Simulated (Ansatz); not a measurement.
# Two runs on Ti

System: Ti (6 atoms in the cell).
Method of run 1: DFT LDA, scalar-relativistic, plane waves, PAW, no spin polarisation (Ansatz 0.2.0).

The structure derives from a Materials Project entry. Text and figures count atoms from 1; the logs count them from 0 in places.

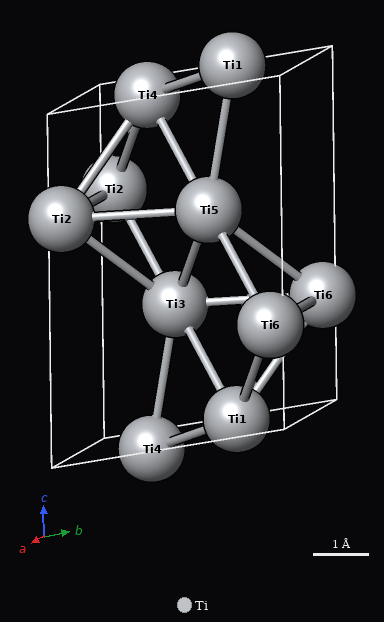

**Figure 1.** The structure (ball-and-stick view of the reduced cell, seen slightly off an axis; atoms are numbered from 1 in the order of the input). An atom can appear more than once, as a periodic image. Near neighbours in the periodic cell (some may lie outside the picture): Ti has 12 Ti at 2.80 to 2.92 Å.

### The input, run 1
```yaml
crystal:
  lattice:
    - [6.884840012, 1.343e-07, 0.0014700855]
    - [-2.2949464705, 10.2633135386, -0.002365176]
    - [-1.9121581497, -1.7108068097, 1.4005866905]
  atoms:
    - { symbol: Ti, position: [0.312405023, 0.0311315625, -7.74354e-05] }
    - { symbol: Ti, position: [0.6457383563, 0.6977982291, -7.74354e-05] }
    - { symbol: Ti, position: [0.9790716897, 0.3644648958, -7.74354e-05] }
    - { symbol: Ti, position: [0.687594977, 0.9688684375, 7.74354e-05] }
    - { symbol: Ti, position: [0.0209283103, 0.6355351042, 7.74354e-05] }
    - { symbol: Ti, position: [0.3542616437, 0.3022017709, 7.74354e-05] }
basis:
  ecutwfc: 420
kpoints:
  mp_grid: { grid: [5, 4, 24] }
hamiltonian:
  xc: lda
scf:
  occupations: { method: gaussian, width: 0.1 }
output:
  forces: true
  stress: true
  eigenvalues: true
```

Command:
```bash
ansatz run input.yaml --threads 8 --pin off --max-ram 28672MiB --backend cpu --events-out ev --progress --plain --runs-dir out
```

Hardware: 8 threads of Intel Xeon (Granite Rapids), 192 GiB of memory available, shared host.

### Output, shortened to warnings, some set-up lines, iterations and results (run 1)
```
Basis set: ecut = 420 eV, 1913 PW (Γ), FFT grids on a1+2a3, a1+a2+3a3, a3
Symmetry: 6 space group operations
k-points: 242 of 480
Initial density: superposition of atomic densities (neutral atoms: chi_scale 0, normalization atom), corrected by the library's trained network
[...]
SCF iter   1: F=—  HF=-14701.761085 eV  |F-HF|=—  |Δ(HF+E_count)|=         —  Δρ=6.52e-3  dr2=1.76e-2  ethr=1.77e-3  ⟨swp⟩=6.1  Hψ=41682  notcnv=0
SCF iter   2: F=—  HF=-14701.756795 eV  |F-HF|=—  |Δ(HF+E_count)|=   4.29e-3  Δρ=3.30e-3  dr2=4.53e-3  ethr=2.45e-5  ⟨swp⟩=2.6  Hψ=19099  notcnv=0  defer=1
SCF iter   3: F=—  HF=-14701.756326 eV  |F-HF|=—  |Δ(HF+E_count)|=   4.69e-4  Δρ=5.13e-4  dr2=1.81e-4  ethr=6.29e-6  ⟨swp⟩=3.0  Hψ=20511  notcnv=0  defer=1
SCF iter   4: F=—  HF=-14701.756320 eV  |F-HF|=—  |Δ(HF+E_count)|=   5.73e-6  Δρ=1.82e-4  dr2=1.69e-5  ethr=2.51e-7  ⟨swp⟩=2.9  Hψ=19183  notcnv=0  defer=1
SCF iter   5: F=—  HF=-14701.756299 eV  |F-HF|=—  |Δ(HF+E_count)|=   2.11e-5  Δρ=5.47e-5  dr2=2.45e-6  ethr=2.35e-8  ⟨swp⟩=2.5  Hψ=19256  notcnv=0  defer=1
SCF iter   6: F=—  HF=-14701.756299 eV  |F-HF|=—  |Δ(HF+E_count)|=   3.17e-7  Δρ=1.34e-5  dr2=1.57e-7  ethr=3.41e-9  ⟨swp⟩=2.0  Hψ=12598  notcnv=0  defer=1
SCF iter   7: F=-14701.756299 eV  HF=-14701.756299 eV  |F-HF|=4.58e-9  |Δ(HF+E_count)|=   3.91e-8  Δρ=2.99e-6  dr2=8.49e-9  ethr=1.39e-10  ⟨swp⟩=7.0  Hψ=33485  notcnv=0
SCF 1 converged in 7 iterations: F = -14701.756299 eV  dr2 = 8.49e-9
SCF converged after 7 iterations
Free energy (F): -14701.756299 eV
Harris-Foulkes:  -14701.756299 eV  (|F-HF|=4.58e-9)
Internal energy: -14701.718760 eV  (E = F + TS)
E sigma→0 (E₀):  -14701.737529 eV
Entropy (-TS):   -0.037539 eV (-6.256 meV/atom)
Fermi energy:    13.850793 eV
--- Per-component energies (eV) ---
  E_band       = -887.532384
  E_kinetic    = 1640.772445
  E_local      = -4731.379398  (includes V_loc(G=0)·N_el)
  E_nonlocal   = 73.056622
  E_hartree    = 1946.847655
  E_xc         = -581.606428
  E_vxc        = -731.986349  (∫ρ·V_xc dr)
  E_paw        = -5994.948471  (= ΣΔE_a)
  E_vpaw       = -1031.685986  (= ΣTr[D̂ρ^β])
  E_aug_tail   = 0.000626  (compensation charges beyond the density's cutoff)
  E_ewald      = -7056.417512
  E_core_change = 1.955702  (= ΣΔE_core)
  E_smearing   = -0.037539  (= −TS)
  E_closure    = -0.000000  (closes the sum)
  Σ components = -14701.756299   (vs F -14701.756299, Δ=0.00e0)
--- Forces (eV/Å), atoms counted from 1 ---
  atom   1  Ti     0.00125590     0.00114326     0.00005422
  atom   2  Ti     0.00125590     0.00114326     0.00005422
  atom   3  Ti     0.00125590     0.00114326     0.00005422
  atom   4  Ti    -0.00125590    -0.00114326    -0.00005422
  atom   5  Ti    -0.00125590    -0.00114326    -0.00005422
  atom   6  Ti    -0.00125590    -0.00114326    -0.00005422
  max |Σ_I F_I| component: 2.17e-19 eV/Å
--- Stress (GPa, compression-positive) ---
       -4.512021      -0.743494      -0.000719
       -0.743493      -4.362934       0.006471
       -0.000719       0.006471       0.006104
  P = ⅓ Tr σ = -2.9563 GPa (-29.563 kbar)
```

For run 2 the input was changed thus:
```diff
-  xc: lda
+  xc: pbe
```

Predict how the results change.

The total energies belong to different methods, so their difference says nothing on which is more stable or more accurate. The pressure goes from −2.96 to 6.49 GPa. The functional changes from LDA to PBE. Along LDA, PBEsol, PBE and RPBE the binding weakens and the preferred volume grows, so the same cell is under more pressure with the later ones. The number of SCF iterations is the same.

### Output, shortened to warnings, some set-up lines, iterations and results (run 2)
```
Basis set: ecut = 420 eV, 1913 PW (Γ), FFT grids on a1+2a3, a1+a2+3a3, a3, exchange–correlation on 72×90×40 points (8 copies of the dense FFT grid, shifted against one another)
Symmetry: 6 space group operations
k-points: 242 of 480
Initial density: superposition of atomic densities (neutral atoms: chi_scale 0, normalization atom), corrected by the library's trained network
[...]
SCF iter   1: F=—  HF=-14997.864072 eV  |F-HF|=—  |Δ(HF+E_count)|=         —  Δρ=4.77e-3  dr2=9.60e-3  ethr=1.77e-3  ⟨swp⟩=6.1  Hψ=41505  notcnv=0
SCF iter   2: F=—  HF=-14997.863112 eV  |F-HF|=—  |Δ(HF+E_count)|=   9.60e-4  Δρ=2.73e-3  dr2=3.88e-3  ethr=1.33e-5  ⟨swp⟩=1.9  Hψ=13892  notcnv=0  defer=1
SCF iter   3: F=—  HF=-14997.863409 eV  |F-HF|=—  |Δ(HF+E_count)|=   2.97e-4  Δρ=5.24e-4  dr2=1.43e-4  ethr=5.39e-6  ⟨swp⟩=3.0  Hψ=20646  notcnv=0  defer=1
SCF iter   4: F=—  HF=-14997.863395 eV  |F-HF|=—  |Δ(HF+E_count)|=   1.41e-5  Δρ=1.68e-4  dr2=1.95e-5  ethr=1.99e-7  ⟨swp⟩=2.0  Hψ=17694  notcnv=0  defer=1
SCF iter   5: F=—  HF=-14997.863279 eV  |F-HF|=—  |Δ(HF+E_count)|=   1.15e-4  Δρ=8.15e-5  dr2=4.37e-6  ethr=2.71e-8  ⟨swp⟩=1.8  Hψ=12728  notcnv=0  defer=1
SCF iter   6: F=—  HF=-14997.863280 eV  |F-HF|=—  |Δ(HF+E_count)|=   4.65e-7  Δρ=2.10e-5  dr2=3.77e-7  ethr=6.07e-9  ⟨swp⟩=1.0  Hψ=10399  notcnv=0  defer=1
SCF iter   7: F=-14997.863280 eV  HF=-14997.863280 eV  |F-HF|=3.81e-9  |Δ(HF+E_count)|=   6.30e-9  Δρ=3.10e-6  dr2=9.26e-9  ethr=1.39e-10  ⟨swp⟩=7.3  Hψ=35365  notcnv=0
SCF 1 converged in 7 iterations: F = -14997.863280 eV  dr2 = 9.26e-9
SCF converged after 7 iterations
Free energy (F): -14997.863280 eV
Harris-Foulkes:  -14997.863280 eV  (|F-HF|=3.81e-9)
Internal energy: -14997.828407 eV  (E = F + TS)
E sigma→0 (E₀):  -14997.845843 eV
Entropy (-TS):   -0.034873 eV (-5.812 meV/atom)
Fermi energy:    14.178037 eV
--- Per-component energies (eV) ---
  E_band       = -881.365138
  E_kinetic    = 1642.750735
  E_local      = -4707.269042  (includes V_loc(G=0)·N_el)
  E_nonlocal   = 48.961679
  E_hartree    = 1948.406249
  E_xc         = -587.541646
  E_vxc        = -735.341644  (∫ρ·V_xc dr)
  E_paw        = -6286.719620  (= ΣΔE_a)
  E_vpaw       = -1027.285437  (= ΣTr[D̂ρ^β])
  E_aug_tail   = 0.000751  (compensation charges beyond the density's cutoff)
  E_ewald      = -7056.417512
  E_smearing   = -0.034873  (= −TS)
  E_closure    = -0.000000  (closes the sum)
  Σ components = -14997.863280   (vs F -14997.863280, Δ=0.00e0)
--- Forces (eV/Å), atoms counted from 1 ---
  atom   1  Ti     0.00029704     0.00140401     0.00028866
  atom   2  Ti     0.00029704     0.00140401     0.00028866
  atom   3  Ti     0.00029704     0.00140401     0.00028866
  atom   4  Ti    -0.00029704    -0.00140401    -0.00028866
  atom   5  Ti    -0.00029704    -0.00140401    -0.00028866
  atom   6  Ti    -0.00029704    -0.00140401    -0.00028866
  max |Σ_I F_I| component: 4.34e-19 eV/Å
--- Stress (GPa, compression-positive) ---
        4.782010      -0.922559       0.003363
       -0.922559       5.003426       0.008505
        0.003363       0.008505       9.694193
  P = ⅓ Tr σ = 6.4932 GPa (64.932 kbar)
```

### The two runs side by side

```tsv
quantity	run 1	run 2
outcome	converged	converged
free energy per atom (eV)	−2450.2927	−2499.6439
energy per atom, smearing taken to zero (eV)	−2450.2896	−2499.6410
gap on the mesh (eV)	0.00	0.00
pressure (GPa)	−2.96	6.49
largest force (eV/Å)	0.002	0.001
SCF iterations	7	7
irreducible k-points	242	242
plane waves at Γ	1913	1913
wall time (shared host)	4.5 s	4.7 s
```
